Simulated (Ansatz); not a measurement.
Single-point calculation of Si

System: Si (1 atom in the cell).
Method: DFT r2SCAN, scalar-relativistic, plane waves, PAW, no spin polarisation (Ansatz 0.2.0).

The structure derives from a Materials Project entry. It belongs to a series of runs on one base structure; here: strain +0.000 along x and y, +0.050 along z, atoms carried along. Figures and captions count atoms from 1; the log counts them from 0 in places.

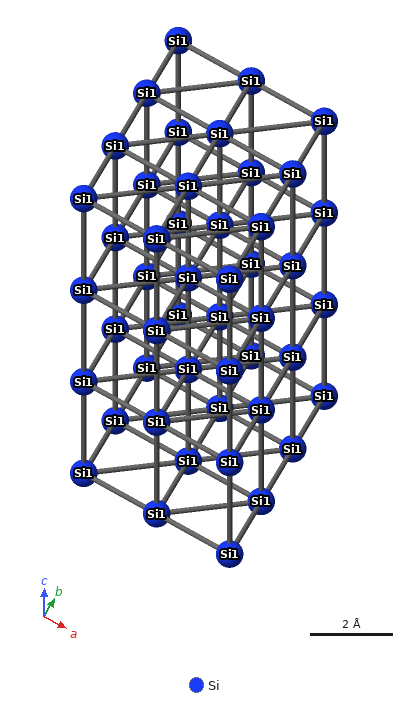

*The structure (ball-and-stick view of the cell of the calculation, repeated 2 × 3 × 3, seen at an oblique angle; atoms are numbered from 1 in the order of the input). An atom can appear more than once, as a periodic image.*

Near neighbours in the periodic cell (some may lie outside the picture): Si has 8 Si at 2.62 to 2.63 Å.

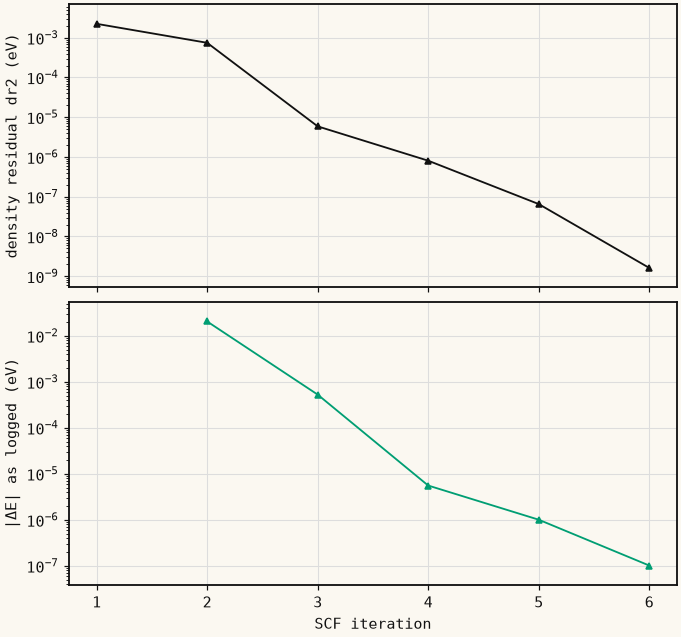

*Convergence of the self-consistent field: density residual dr2 and size of the energy change against the SCF iteration.*

The residual falls at every step.

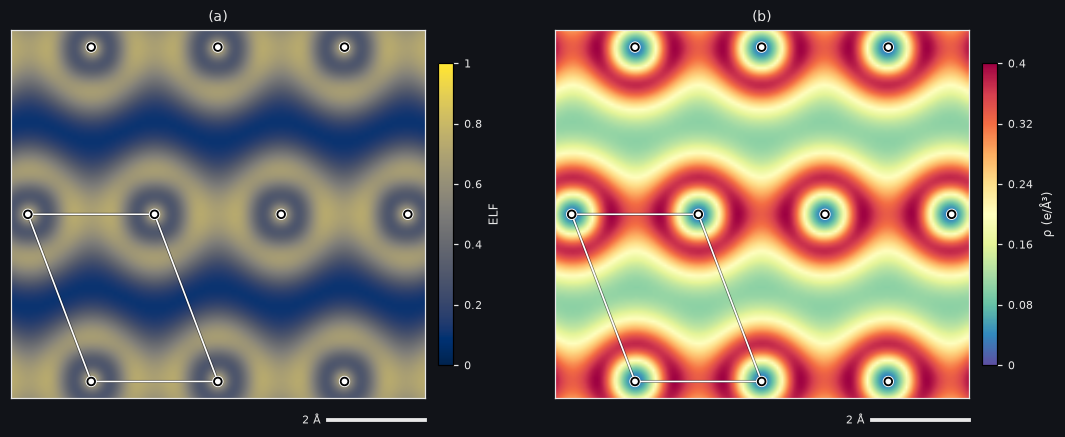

*(a) ELF; (b) valence electron density on the (101) plane of the conventional cell. Circles mark the nuclei in the plane (Si).*

The section cuts through Si sites. Si–Si (2.63 Å): the density is about 0.33 e/Å³ at the midpoint, a local maximum along the line; the ELF peaks at about 0.75 between the atoms, which marks a covalent bond. Away from the nuclei the density in this plane falls to 0.1 e/Å³ at its lowest. In a PAW calculation such maps are meaningful between the atoms, not at the nuclei.

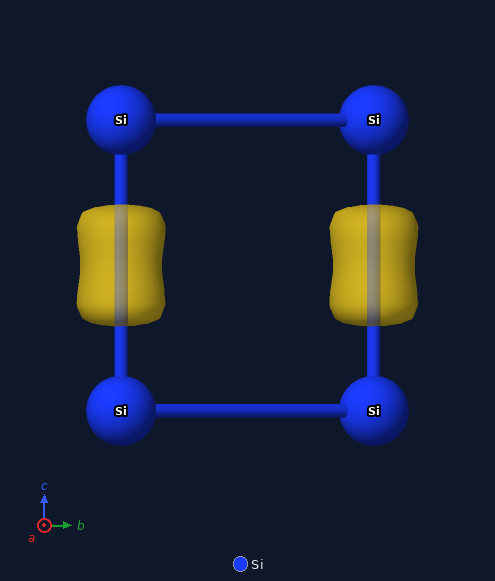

*Isosurface of the electron localisation function at 0.8 (yellow), seen along the a axis. Only the valence region is drawn (cores and ρ < 0.01 e/Å³ removed). Sticks mark near contacts. The outline is the cell set on symmetry axes.*

The ELF exceeds this value in one region between bonded Si–Si atoms (shared pairs), counted in one cell of 1 atoms. Along the contacts the grid gives the following.

The input that produced these results follows, with the program's output.

Input:
```yaml
crystal:
  lattice:
    - [2.6290009028, 0.0, 0.0]
    - [-1.3145004514, 2.2767815684, 0.0]
    - [0.0, 0.0, 2.6184890261]
  atoms:
    - { symbol: Si, position: [0.0, 0.0, 0.0] }
basis:
  ecutwfc: 500
kpoints:
  mp_grid: { grid: [24, 24, 24] }
hamiltonian:
  xc: r2scan
scf:
  occupations: { method: gaussian, width: 0.15 }
output:
  forces: true
  stress: true
  eigenvalues: true
  write_density: true
  write_potential: true
  elf: true
  volumetric_format: npy
```

Command:
```bash
ansatz run input.yaml --threads 2 --pin off --max-ram 5120MiB --backend cpu --events-out ev --progress --plain --runs-dir out
```

What the program printed:
```
Engine: ansatz 0.2.0, x86_64-unknown-linux-gnu
Pseudopotentials: kind: paw
Pseudopotential: Si, paw, valence charge 4, recommended cutoff 500 eV (meta_gga), Si.paw.azcp
Functional definition: r2SCAN
  parameter k0 = 0.174
  parameter k1 = 0.065
  parameter a1 = 4.9479
  exchange = r2scan_x(k0 = k0, k1 = k1, a1 = a1)
  correlation = r2scan_c
Crystal: 1 atoms, lattice volume = 15.673 Å³
Basis set: ecut = 500 eV, 405 PW (Γ), exchange–correlation on 80×80×80 points (64 copies of the dense FFT grid, shifted against one another)
Bands: 6, of which v1, the nominal top of the filled ones, is band 2 counted from 1 (1 counted from 0)
Symmetry: 24 space group operations
Space group: P6/mmm (ITA 191), of the structure as read, at distance tolerance 2.5e-5 Å
k-points: 793 of 13824
Non-local potential: Si, projectors of the file, l = 0: 2, l = 1: 2, l = 2: 2
PAW form: soft (Blöchl's): semilocal exchange-correlation on the pseudo side does not see the compensation charge
PAW frozen core: Si, regenerated for the run's functional (the file was generated under x = pbe(κ = 0.804, μ = 0.2195149727645171), c = pbe(β = 0.06672455060314922))
PAW one-centre angular grid: Si, 302 points (default); XC on 160 Gauss nodes
Initial density: superposition of atomic densities (neutral atoms: chi_scale 0, normalization atom), corrected by the library's trained network
Initial wavefunctions: pseudopotential atomic-orbital guess
Functional: x = r2scan, c = r2scan; τ floored in thin density (d = 2e-4 eV/Å³)
SCF iter   1: F=—  HF=-638.571356 eV  |F-HF|=—  |Δ(HF+E_count)|=         —  Δρ=4.32e-3  dr2=2.24e-3  dr2_τ=3.83e-3  ethr=1.77e-3  ⟨swp⟩=5.1  Hψ=45009  notcnv=0
preconditioner: auto → none  [metal: Δε(μ)=0.014 eV  Ē_g=14.229 eV  σ=0.150 eV  W_gap=0.05  n_scr=0 (ndim 8)  ℏωp=18.8 eV  f_vac=0.000  D(μ)=0.39/eV (n_scr^D=0)]
SCF iter   2: F=—  HF=-638.591821 eV  |F-HF|=—  |Δ(HF+E_count)|=   2.05e-2  Δρ=2.69e-3  dr2=7.46e-4  dr2_τ=3.43e-6  ethr=5.61e-5  ⟨swp⟩=2.0  Hψ=15746  notcnv=0  defer=98
SCF iter   3: F=—  HF=-638.592349 eV  |F-HF|=—  |Δ(HF+E_count)|=   5.28e-4  Δρ=1.74e-4  dr2=5.90e-6  dr2_τ=4.47e-7  ethr=1.87e-5  ⟨swp⟩=2.1  Hψ=6084  notcnv=0  defer=98
SCF iter   4: F=—  HF=-638.592355 eV  |F-HF|=—  |Δ(HF+E_count)|=   5.58e-6  Δρ=8.18e-5  dr2=8.07e-7  dr2_τ=1.44e-8  ethr=1.47e-7  ⟨swp⟩=1.9  Hψ=6092  notcnv=0  defer=98
iter 5 did not close the SCF: its close was put off for the readings that it lacked (scf_convergence_deferred on its scf_iter line)
SCF iter   5: F=-638.592356 eV  HF=-638.592356 eV  |F-HF|=9.46e-8  |Δ(HF+E_count)|=   1.01e-6  Δρ=2.43e-5  dr2=6.54e-8  dr2_τ=1.27e-9  ethr=2.02e-8  ⟨swp⟩=2.0  Hψ=6251  notcnv=0  defer=98
SCF iter   6: F=-638.592356 eV  HF=-638.592356 eV  |F-HF|=1.84e-9  |Δ(HF+E_count)|=   1.02e-7  Δρ=3.54e-6  dr2=1.62e-9  dr2_τ=2.45e-11  ethr=1.63e-9  ⟨swp⟩=5.6  Hψ=21314  notcnv=0
SCF 1 converged in 6 iterations: F = -638.592356 eV  dr2 = 1.62e-9
  greatest PAW one-centre occupation: 0.663 electrons in one spin orbital (limit 2), on the Si atom at site 0 (counted from 0), in its partial waves of l = 0
SCF converged after 6 iterations
Free energy (F): -638.592356 eV
Harris-Foulkes:  -638.592356 eV  (|F-HF|=1.84e-9)
Internal energy: -638.587962 eV  (E = F + TS)
E sigma→0 (E₀):  -638.590159 eV
Entropy (-TS):   -0.004394 eV (-4.394 meV/atom)
Fermi energy:    9.360417 eV
--- Per-component energies (eV) ---
  E_band       = 14.753910
  E_kinetic    = 40.452807
  E_local      = -2.289164  (includes V_loc(G=0)·N_el)
  E_nonlocal   = 24.234981
  E_hartree    = 1.315522
  E_xc         = -51.702640
  E_vxc        = -50.279526  (∫ρ·V_xc dr)
  E_paw        = -519.056543  (= ΣΔE_a)
  E_vpaw       = -2.072711  (= ΣTr[D̂ρ^β])
  E_aug_tail   = 0.000005  (compensation charges beyond the density's cutoff)
  E_vtau       = 2.076559  (kinetic-family band-sum trace: ∫τ·v_τ [+ j·A + Jᵃ·Aᵃ] dr)
  E_ewald      = -131.466495
  E_core_change = -0.076433  (= ΣΔE_core)
  E_smearing   = -0.004394  (= −TS)
  E_closure    = -0.000000  (closes the sum)
  Σ components = -638.592356   (vs F -638.592356, Δ=0.00e0)
--- Forces (eV/Å), atoms counted from 1 ---
  atom   1  Si     0.00000000     0.00000000     0.00000000
  max |Σ_I F_I| component: 5.14e-34 eV/Å
--- Stress (GPa, compression-positive) ---
       -0.822768       0.000000       0.000000
        0.000000      -0.822768       0.000000
        0.000000       0.000000     -13.005949
  P = ⅓ Tr σ = -4.8838 GPa (-48.838 kbar)
--- Band table (eV; the first three rows and the last of 793) ---
  k-point 0: bands = ["-4.9680", "15.6535", "16.5737", "20.8320", "20.8320", "22.6900"]
  k-point 1: bands = ["-4.9308", "14.5109", "17.7352", "20.8612", "20.8612", "22.7177"]
  k-point 2: bands = ["-4.8194", "13.0396", "19.2601", "20.9486", "20.9486", "22.8002"]
  k-point 792: bands = ["8.0711", "8.0711", "8.7662", "9.9955", "13.8802", "13.8802"]
```

Key numbers:

| quantity | value |
| --- | --- |
| outcome | converged |
| space group (tolerance 0.01 Å) | P6/mmm (191) |
| electrons treated | 4 |
| free energy | −638.5924 eV |
| Fermi energy | 9.360 eV |
| gap on the k-point mesh | none (metallic) |
| pressure | −4.88 GPa |
| largest force (length of the vector) | under 0.001 eV/Å |
| hardware | 2 threads of Intel Xeon (Sapphire Rapids), 32 GiB of memory available, shared host |
| wall time | 5.2 s (CPU time 10 s) |
| peak memory | 0.49 GiB |
